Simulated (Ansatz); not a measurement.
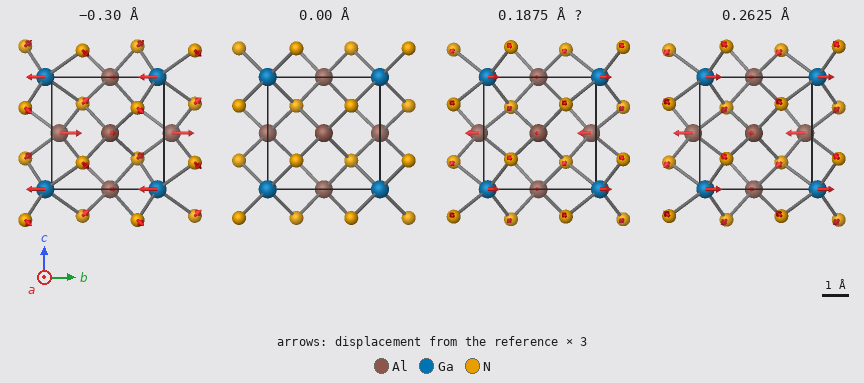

Energy scan for a crystal of Al$_{3}$GaN$_{4}$ (P-43m), in which a normal mode at the zone centre (one arbitrary combination within a set of 3 degenerate modes) is frozen in with the cell fixed, the amplitude being the largest displacement of an atom. The picture is a ball-and-stick view of the cell of the calculation, seen along the a axis. Red arrows: displacements from the reference.

All numbers below come from Ansatz 0.2.0, DFT r2SCAN, scalar-relativistic, plane waves, PAW. Set-up: plane-wave cutoff 500 eV; k-point mesh 6 × 6 × 6; occupations gaussian; smearing width 0.05 eV; no spin polarisation. Energies (free energies at the smearing named) are counted from the relaxed crystal.

| largest displacement (Å) | ΔE (meV/cell) |
| --- | --- |
| −0.3000 | 979 |
| −0.1500 | 250 |
| 0.0000 | 0 |
| 0.0375 | 16 |
| 0.0750 | 63 |
| 0.1125 | 141 |
| 0.1875 | ? |
| 0.2250 | 558 |
| 0.2625 | 755 |

Q: Fill in the missing row.

A: A straight line between the two neighbours gives 419 meV/cell. A cubic through the four nearest rows (0.0750, 0.1125, 0.2250, 0.2625) gives, with Lagrange weights, (−0.2000)(63) + (0.5000)(141) + (1.0000)(558) + (−0.3000)(755) = 389 meV/cell. The calculation gives 390 meV/cell, so the cubic is 1 meV/cell too low and the straight line 29 meV/cell too high, as the curve bends upwards here.

The whole profile:

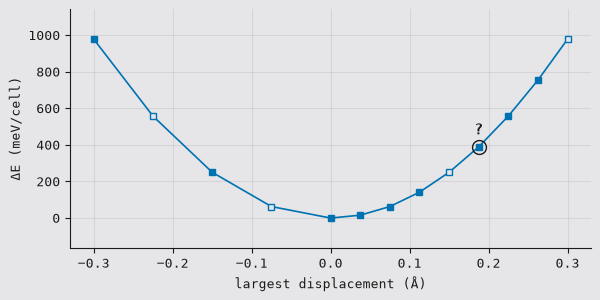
